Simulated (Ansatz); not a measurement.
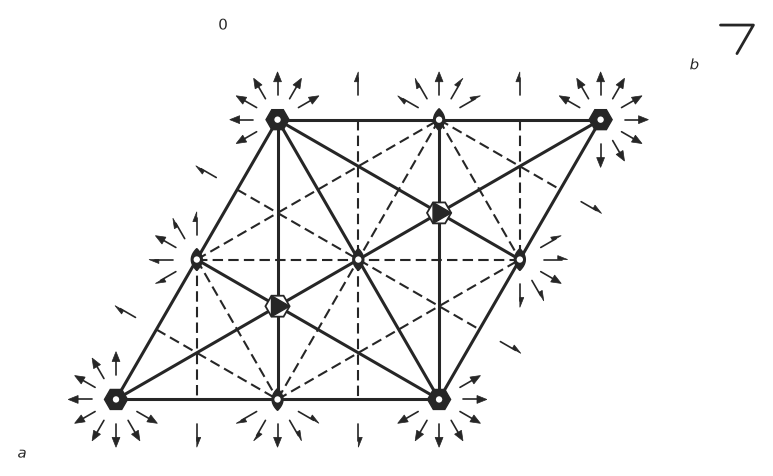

Symmetry elements of a space group, projected down c, computed from the operations of a computed or model structure of composition Ga, which need not be its known form.

Graphical symbols as in the International Tables (origin upper left, heights as fractions; handed screw axes are marked by their printed symbols).

Identify the space group.

Answer. No. 191, P6/mmm; primitive hexagonal, point group 6/mmm, 24 general positions a cell.

List the elements shown.

Answer. −6 axes along c at (1/3, 2/3), (2/3, 1/3); 6 axes along c at (0, 0); 2 axes along c at (0, 1/2), (1/2, 0), (1/2, 1/2); inversion centres at (0, 0), (0, 1/2), (1/2, 0), (1/2, 1/2); mirror planes holding c and [1 1 0] or [1 2 0] or [2 1 0] or [−1 1 0]; in-plane glide planes holding c and [1 1 0] or [1 2 0] or [2 1 0] or [−1 1 0]; mirror planes normal to a*, at x = 0; b glide planes normal to a*, at x = 1/2; mirror planes normal to b*, at y = 0; a glide planes normal to b*, at y = 1/2; a mirror plane normal to c at height 0; 2 axes along [1 1 0] at height 0; 2 axes along [1 2 0] at height 0; 2 axes along [2 1 0] at height 0; 2 axes along [−1 1 0] at height 0; 2 axes along a at height 0; 2 axes along b at height 0; 2₁ axes along [1 1 0] at height 0; 2₁ axes along [1 2 0] at height 0; 2₁ axes along [2 1 0] at height 0; 2₁ axes along [−1 1 0] at height 0; 2₁ axes along a at height 0; 2₁ axes along b at height 0. Heights repeat every half period; positions are (a, b) fractions, modulo 1.
